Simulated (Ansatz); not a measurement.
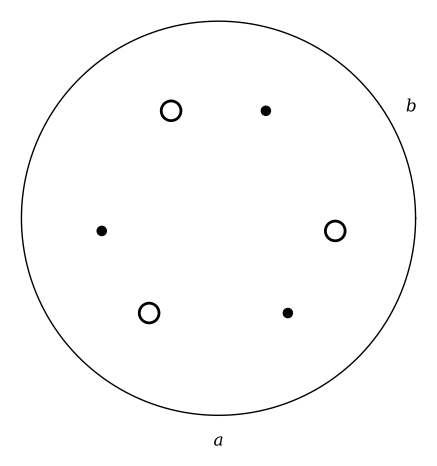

Stereographic projection: filled dots lie in the upper hemisphere, open rings in the lower. The c axis points at the viewer. The poles are all faces of one general form. Computed from the symmetry operations of a computed or model structure of composition La2O3.

Name the crystal class.

32 (D3), order 6, trigonal system: one threefold axis, three twofold axes.

Which physical properties does it allow?

It is not centrosymmetric; not polar, but piezoelectricity is allowed; it has proper rotations alone, so the crystal is chiral.
